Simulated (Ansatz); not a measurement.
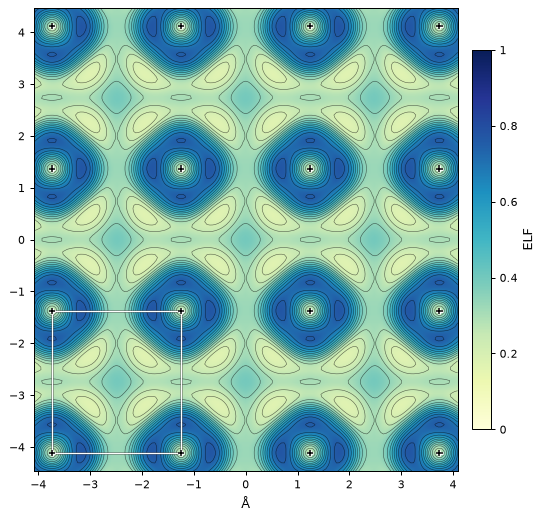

The electron localisation function on a plane through atoms (crosses mark nuclei in the plane).

All numbers below come from DFT PBEsol, scalar-relativistic, plane waves, PAW in Ansatz 0.2.0.

Candidates:
A. Mo, a = 2.74 Å, b = 2.74 Å, c = 2.49 Å, α = 90.00°, β = 90.00°, γ = 120.00°. Space group P6/mmm; a structure from a database of computed crystals, not necessarily the ambient phase; computed without spin polarisation.
B. NbN, a = 4.38 Å, b = 4.38 Å, c = 4.38 Å, α = 90.00°, β = 90.00°, γ = 90.00°. Space group Fm-3m.
C. VN, a = 4.07 Å, b = 4.07 Å, c = 4.07 Å, α = 90.00°, β = 90.00°, γ = 90.00°. Space group Fm-3m; computed without spin polarisation.

Q: Which candidate gave the map?

A: Candidate A: Mo on the (11̄0) plane of the conventional cell, which holds Mo. Mo–Mo (2.49 Å): the ELF is about 0.35 at the midpoint. Mo–Mo (2.74 Å): the ELF is about 0.30 at the midpoint.
